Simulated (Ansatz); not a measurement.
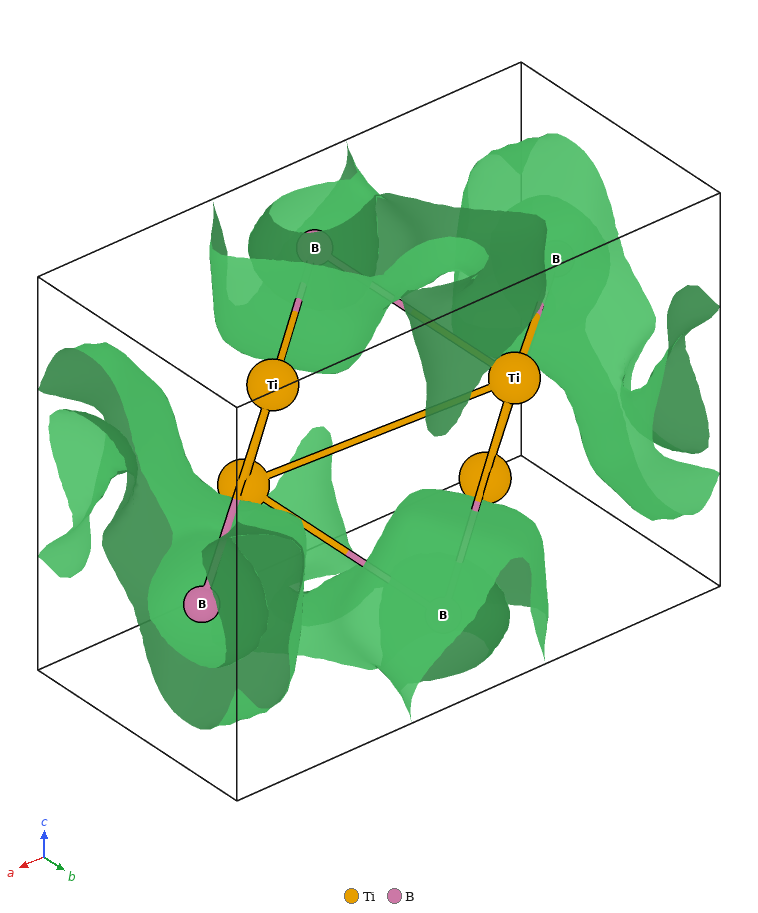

*TiB. Isosurface of the electron localisation function at 0.6 (green), seen at an oblique angle. Only the valence region is drawn (cores and ρ < 0.01 e/Å³ removed). Sticks mark near contacts.*

Space group Pnma.

Computed with Kohn-Sham DFT of a periodic cell, PBEsol, Ansatz PAW in Ansatz 0.2.0.

Core electrons are frozen (PAW), and the valence fields are smoothed inside the atomic spheres.

### Where are the electrons localised?

The surface consists of channels that run through the cell in one direction, counted in one cell of 8 atoms. Regions shared between cells count once.

Values along the shortest contacts:
B–B (1.80 Å): the ELF peaks at about 0.85 between the atoms. Ti–B (2.33 Å): the ELF peaks at about 0.65 in the valence shell of B, 0.8 Å from its nucleus, and is about 0.25 at the midpoint.

### Metal or insulator at this level of theory?

It is metallic or semimetallic at this level of theory: no gap opens.
